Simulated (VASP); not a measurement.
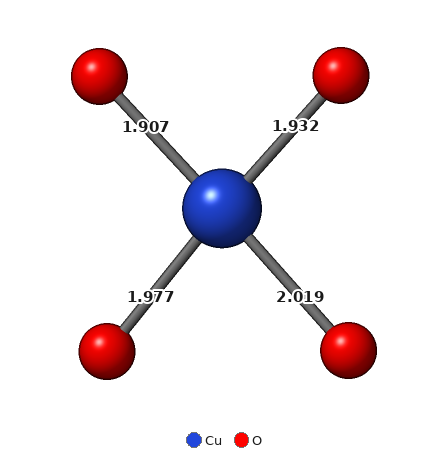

The surroundings of site Cu1 (at 0.250, 0.753, 0.500) in CuO (Cc, No. 9), with bond lengths in Å.

Source of the atomic positions: an entry of the Crystallography Open Database, as set up for an electronic-structure calculation.

```
CELL_PARAMETERS angstrom
4.68930 0.00000 0.00000
0.00000 3.42680 0.00000
-0.86055 0.00000 5.05944
ATOMIC_POSITIONS crystal
Cu 0.25000 0.75320 0.50000
Cu 0.25000 0.24680 0.00000
O 0.48850 0.08290 0.75370
O 0.48850 0.91710 0.25370
Cu 0.75000 0.25320 0.50000
Cu 0.75000 0.74680 0.00000
O 0.98850 0.58290 0.75370
O 0.98850 0.41710 0.25370
```

Bond valence s = exp((R0 − d)/b), R0 fitted to published crystal structures with b = 0.37 Å, summed over all anions within 5 Å; R0 in Å: Cu+–O 1.566; Cu2+–O 1.664.

Which oxidation state of Cu do these bonds support?

Answer. With the Cu+ parameters the computed sum is 1 × 0.398 + 1 × 0.372 + 1 × 0.329 + 1 × 0.294 = 1.39. With the Cu2+ parameters the computed sum is 1 × 0.519 + 1 × 0.485 + 1 × 0.429 + 1 × 0.383 = 1.82. The sum matches its own assumption best for Cu2+, which also balances the formula's charge.

And over the whole structure?

Answer.
| site | x, y, z | formal valence | bond-valence sum | difference |
| --- | --- | --- | --- | --- |
| Cu1 | 0.250, 0.753, 0.500 | +2 | 1.95 | -0.05 |
| O1 | 0.489, 0.083, 0.754 | −2 | 1.95 | -0.05 |

These sums include all anions within 5 Å. The global instability index (root mean square of the differences over all atoms) is 0.05 v.u.: little strain. The cell was not relaxed for this table, and a volume that is off by a few per cent shifts all sums together.
